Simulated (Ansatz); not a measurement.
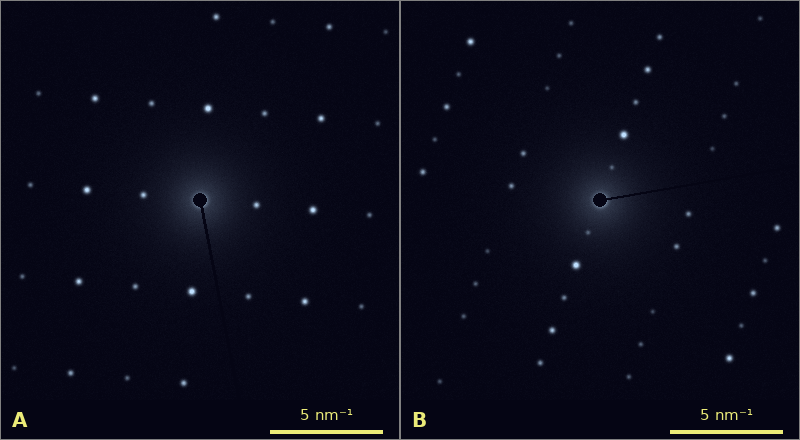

Kinematic electron diffraction patterns (120 kV, B = 0.5 Å², same scale, each along a low-index zone) of two structures of composition Zn3F, each relaxed at zero pressure with Ansatz, DFT PBE, scalar-relativistic, plane waves, PAW.

The structures (standard cells):
1. P6/mmm (No. 191), a = 4.836 Å, c = 3.917 Å (hexagonal axes), 4 atoms; generated start, possibly hypothetical
2. P6_3/mmc (No. 194), a = 7.396 Å, c = 2.688 Å (hexagonal axes), 8 atoms; generated start, possibly hypothetical

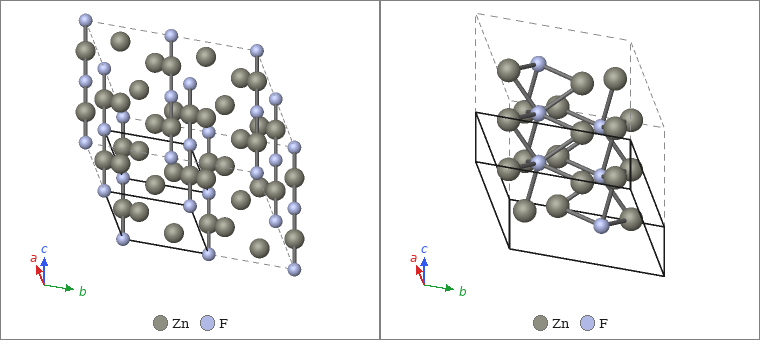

Drawings of the structures 1 to 2, from left to right (each may span several cells).

### Which pattern belongs to which structure, and along which zone?

A is structure 1 along [210] or an equivalent direction: rectangular net of 0 0 1 at d = 3.92 Å and 1 -2 0 at d = 2.42 Å, 90.0° apart. B is structure 2 along [101] or an equivalent direction: centred rectangular net of 0 1 0 (weak) at d = 6.41 Å and 1 0 -1 at d = 2.48 Å, 78.8° apart (some points of this net are extinct or too weak to see).

### Which structure lies lowest at this level of theory, and by how much?

Structure 2 (P6_3/mmc, 15.92 Å³ an atom) is the lowest of these; structure 1 (P6/mmm, 19.84 Å³ an atom) lies about 450 meV an atom higher. These are static energies at 0 K; other structures, not shown, may lie lower still.
